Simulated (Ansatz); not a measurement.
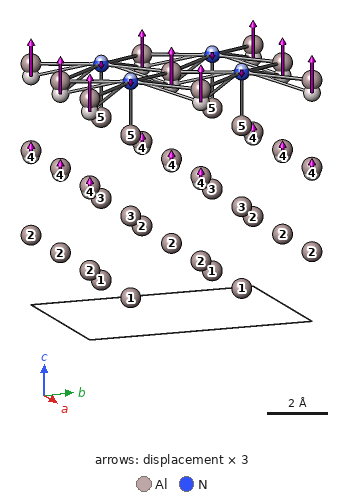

A constrained relaxation of a slab of composition Al$_{6}$N (cut from the Fm-3m phase). The starting structure is drawn faded, the final one solid; purple arrows show the displacements, 3 times their true length.

The picture is a ball-and-stick view of the 2 × 2 repeat of the cell, outlined in the plane, without the vacuum, seen slightly off an axis.

Case: N put over an Al atom of a lower plane. The slab is the (1 1 0) face of Al with N on it. 3 atoms are held fixed.

Computed with Ansatz 0.2.0, DFT PBEsol, scalar-relativistic, plane waves, PAW. Settings: plane-wave cutoff 420 eV; k-point mesh 10 × 7 × 1; occupations gaussian; smearing width 0.1 eV; no spin polarisation; dipole correction; atoms relaxed in a fixed cell; force threshold 0.03 eV/Å; at most 70 steps.

> Which element moves most?

Aluminium: up to 0.44 Å, against 0.09 Å for nitrogen.

> What did the optimiser do to the structure, and how much energy did it gain?

The atom that moves furthest is an Al atom (0.44 Å along the normal (+c)). By element the largest moves are Al 0.44 Å, N 0.09 Å. The cell stays as it was. Some distances before and after: Al–N 2.546 → 2.462 Å, Al–N 1.920 → 1.848 Å. Over 4 geometry steps the energy falls by 0.587 eV per cell of the calculation. The largest force component goes from 2.2 to 0.023 eV/Å.

Limits of the set-up: the cell has an odd number of electrons but was run without spin polarisation; the periodic images lie only 2.8 Å apart, so the values are limited by the cell's size.
